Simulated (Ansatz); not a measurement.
Consider Al (slab).

```cif
data_structure
_symmetry_space_group_name_H-M 'P 1'
_symmetry_Int_Tables_number 1
_cell_length_a 5.6324
_cell_length_b 5.6324
_cell_length_c 25.8983
_cell_angle_alpha 90.000
_cell_angle_beta 90.000
_cell_angle_gamma 120.000
_cell_volume 711.53
loop_
_atom_site_label
_atom_site_type_symbol
_atom_site_fract_x
_atom_site_fract_y
_atom_site_fract_z
_atom_site_occupancy
Al1 Al 0.33333 0.16667 0.32821 1
Al2 Al 0.33333 0.66667 0.32821 1
Al3 Al 0.83333 0.16667 0.32821 1
Al4 Al 0.83333 0.66667 0.32821 1
Al5 Al 0.66667 0.33333 0.41699 1
Al6 Al 0.66667 0.83333 0.41699 1
Al7 Al 0.16667 0.33333 0.41699 1
Al8 Al 0.16667 0.83333 0.41699 1
Al9 Al 0.00001 0.50000 0.50290 1
Al10 Al 0.00179 0.00090 0.50295 1
Al11 Al 0.49906 0.49817 0.50296 1
Al12 Al 0.49906 0.00089 0.50296 1
Al13 Al 0.32639 0.66319 0.59041 1
Al14 Al 0.33324 0.16662 0.59412 1
Al15 Al 0.83684 0.66309 0.59038 1
Al16 Al 0.83684 0.17375 0.59038 1
Al17 Al 0.66714 0.83357 0.67125 1
```

Computed without spin polarisation.

These are results of Ansatz 0.2.0, DFT PBE+D3(BJ), scalar-relativistic, plane waves, PAW, not measurements.

> Predict the valence pseudo-density and electron localisation function between the atoms.

Al–Al (2.82 Å): ρ is about 0.22 e/Å³ halfway; the ELF peaks at about 0.70 between the atoms.

> Metal or insulator at this level of theory?

It is gapless in this calculation (a metal or semimetal).

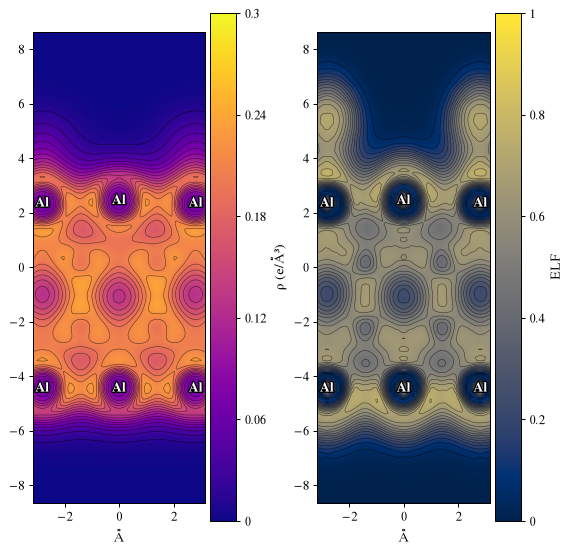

Computed valence pseudo-density and electron localisation function on the (100) plane of the calculation cell, a cut from vacuum to vacuum, in this order. Atoms just off the plane (Al, 0.8 Å away) can leave unmarked features too.

Core electrons are frozen (PAW), and the valence fields are smoothed inside the atomic spheres.
